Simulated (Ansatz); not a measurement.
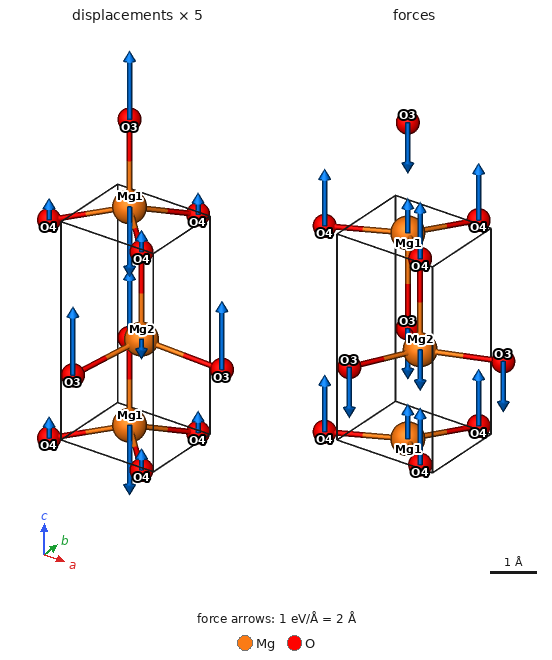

Left: a symmetric starting cell of MgO, with blue arrows for the displacements applied to it (without the part that the change of the cell carries along). Right: the displaced structure with the computed forces. Besides, the cell is strained by −5.7 % along c and +3.3 % across it (volume +0.7 %). A ball-and-stick model of the cell of the calculation, seen slightly off an axis.

Theory: Ansatz 0.2.0, DFT PBE, scalar-relativistic, plane waves, PAW. (plane-wave cutoff 420 eV; k-point mesh 9 × 9 × 6; occupations gaussian; smearing width 0.02 eV; no spin polarisation)

How do the forces relate to the distortion?

Atoms are displaced by up to 0.32 Å (root mean square over those that move 0.24 Å) relative to the cell: Mg1 0.32 Å along −c, O3 0.32 Å along +c. No relaxation follows. The starting cell wasn't computed here and needn't be at equilibrium, so pressure and forces aren't due to the change alone. The pressure is 0.5 GPa (not all of it need come from the change, since the unchanged cell can be under pressure at this level too). The principal stresses (compression positive) are −4.8 GPa along c and 3.2 GPa across it. The largest force is 0.66 eV/Å, on O4, along +c. The forces point partly back along the displacements (cosine −0.40). Some distances before and after: Mg–O 2.988 → 2.181 Å, Mg–O 1.995 → 2.077 to 2.519 Å. New contacts form: Mg1–O3 (2.99 → 2.18 Å). The space group (tolerance 0.01 Å) goes from P6_3mc (No. 186) to P3m1 (No. 156).
